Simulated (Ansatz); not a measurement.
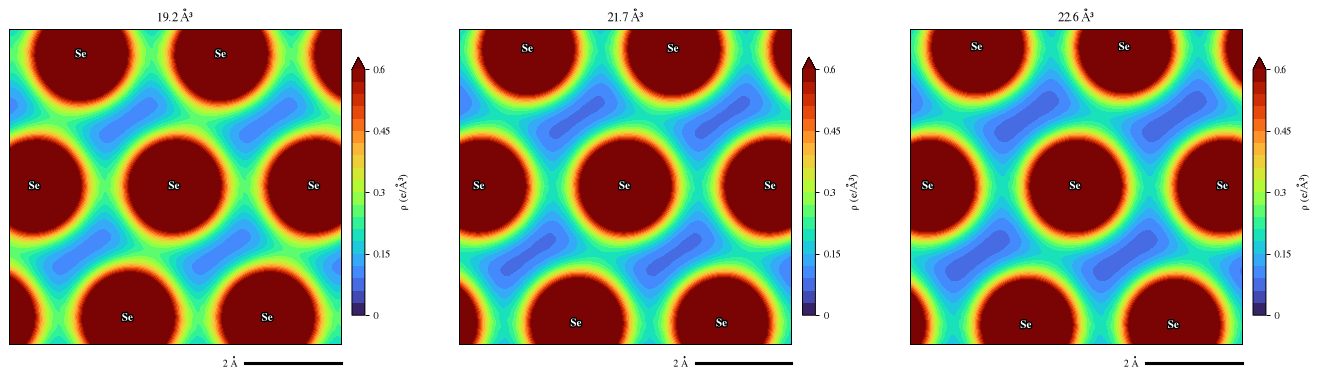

Se. The valence pseudo-density of cells scaled evenly to different volumes (given per atom above each panel), on the (101̄) plane of each (indices in the axes of the cell below), at one length scale and on one colour scale.

A generated structure, not necessarily the stable one.

Computed with Ansatz 0.2.0, DFT, RPBE, plane waves (420 eV) with PAW, scalar-relativistic.

Core electrons are frozen (PAW), and the valence fields are smoothed inside the atomic spheres.

The largest cell:

```
Se
1.0
    -1.80208    1.80208    1.80208
     1.80208   -1.80208    1.80208
     1.80208    1.80208   -1.80208
Se
1
Direct
  0.00000 0.00000 0.00000
```

| volume (Å³/atom) | Se–Se contact in the plane (Å) | ρ at its midpoint (e/Å³) | 
| --- | --- | --- |
| 19.23 | 2.923 | 0.252 | 
| 20.90 | 3.006 | ? | 
| 21.74 | 3.045 | 0.196 | 
| 22.57 | 3.084 | 0.181 | 
| 23.41 | 3.121 | 0.168 | 

What values belong in the row with question marks?

Over the known rows ln ρ falls by 2.05 per Å of Se–Se distance (a least-squares line), which gives 0.212 e/Å³ at 3.006 Å; the calculation gives 0.211 e/Å³.
